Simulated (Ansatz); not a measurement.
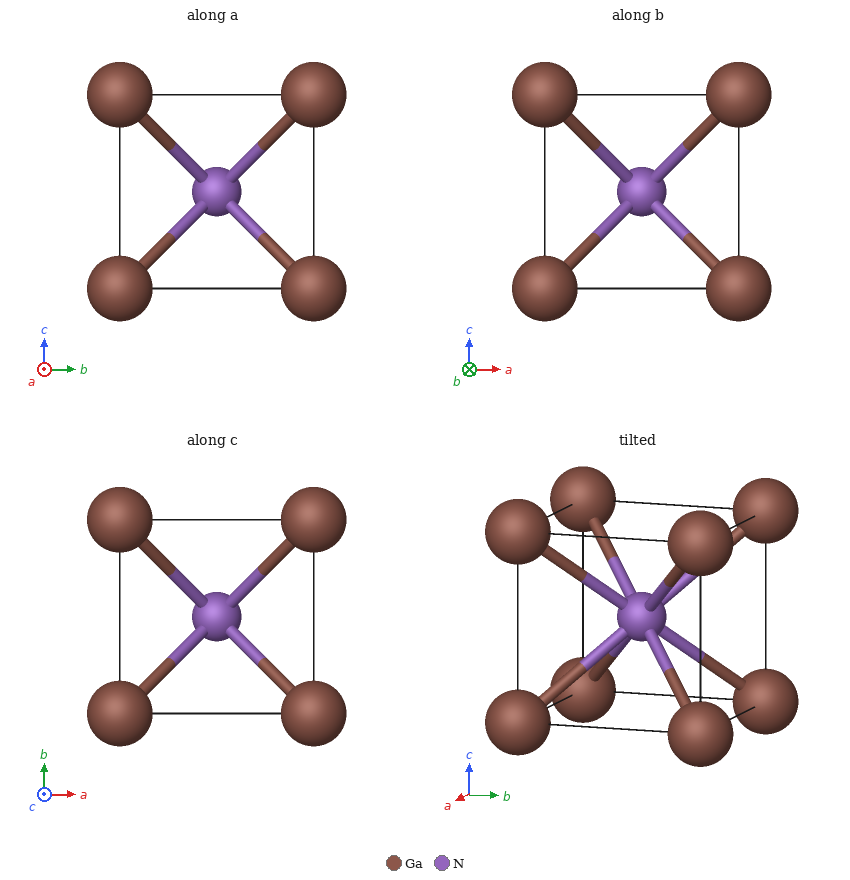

Ball-and-stick representation of a periodic structure, projected along the a axis, along the b axis, along the c axis and slightly off an axis. The wireframe shows the conventional unit cell.

Lattice parameters: a = 2.696 Å, b = 2.696 Å, c = 2.696 Å, α = 90.00°, β = 90.00°, γ = 90.00°. Put a along x and b in the xy plane.

Set out the cell and atoms as a POSCAR file.

```
Ga N
1.0
     2.696    0.000    0.000
     0.000    2.696    0.000
     0.000    0.000    2.696
Ga N
1 1
Direct
  0.0000 0.0000 0.0000
  0.5000 0.5000 0.5000
```

Starting structure: a structure type filled with these elements by a generator (whether the compound takes this form wasn't checked). Earlier steps of the study may have refined or changed the cell and positions. Ansatz was used for an electronic-structure calculation on it.

At this level of theory the cell isn't at rest (compressed, at 8 GPa), so its distances can differ from those at equilibrium, the more so the softer the solid.
